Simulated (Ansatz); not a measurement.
```xyz
8
Lattice="4.4800 0.0000 0.0000 0.0000 4.4800 0.0000 0.0000 0.0000 4.4800" Properties=species:S:1:pos:R:3 pbc="T T T"
Mn    0.6100    0.6100    0.6100
Mn    2.8500    1.6300    3.8700
Mn    3.8700    2.8500    1.6300
Mn    1.6300    3.8700    2.8500
Si    3.7854    3.7854    3.7854
Si    1.5454    2.9346    0.6946
Si    0.6946    1.5454    2.9346
Si    2.9346    0.6946    1.5454
```

Space group P2₁3; computed pressure about −7 GPa in this cell; spin-polarised.

The calculation used DFT LDA, scalar-relativistic, plane waves, PAW in Ansatz.

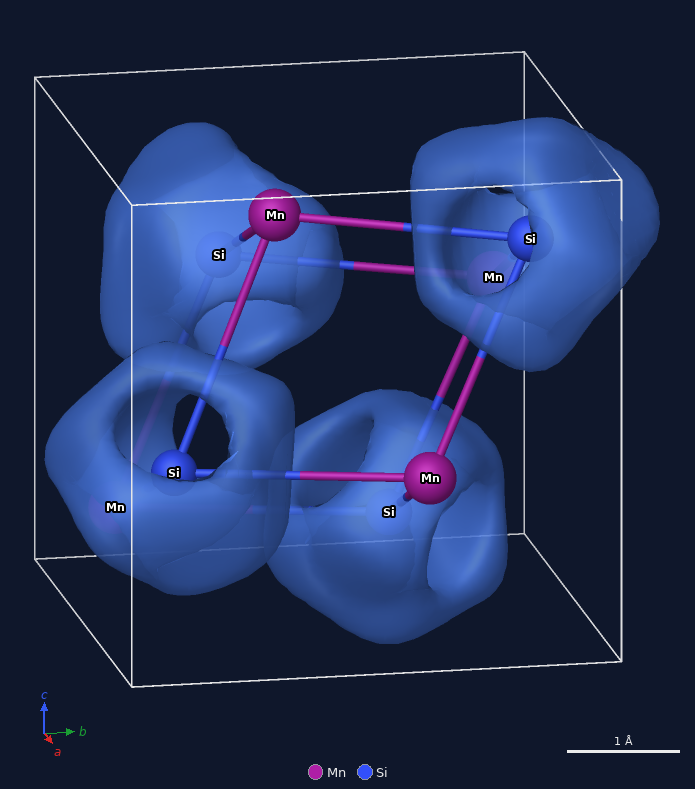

MnSi. Isosurface of the electron localisation function at 0.6 (blue), seen slightly off an axis. Core shells and regions of very low density are left out. Sticks mark near contacts.

Core electrons are frozen (PAW), and the valence fields are smoothed inside the atomic spheres.

Question: Identify the bonds, lone pairs and shells in this picture.

Answer: The surface consists of four regions wrapped around Si (the valence shell of each), counted in one cell of 8 atoms. Regions shared between cells count once. Along the contacts the grid gives the following. Mn–Si (2.26 Å): the ELF peaks at about 0.70 in the valence shell of Si, 0.8 Å from its nucleus, and is about 0.45 at the midpoint. Mn–Si (2.35 Å): the ELF peaks at about 0.70 in the valence shell of Si, 0.9 Å from its nucleus, and is about 0.45 at the midpoint.

Question: How are the moments arranged in this solution?

Answer: Parallel moments (a ferromagnetic arrangement) in this solution; site moments Mn: +0.8 μB (×4) in one cell of 8 atoms.

Question: Metal or insulator at this level of theory?

Answer: It is metallic or semimetallic at this level of theory: no gap opens.
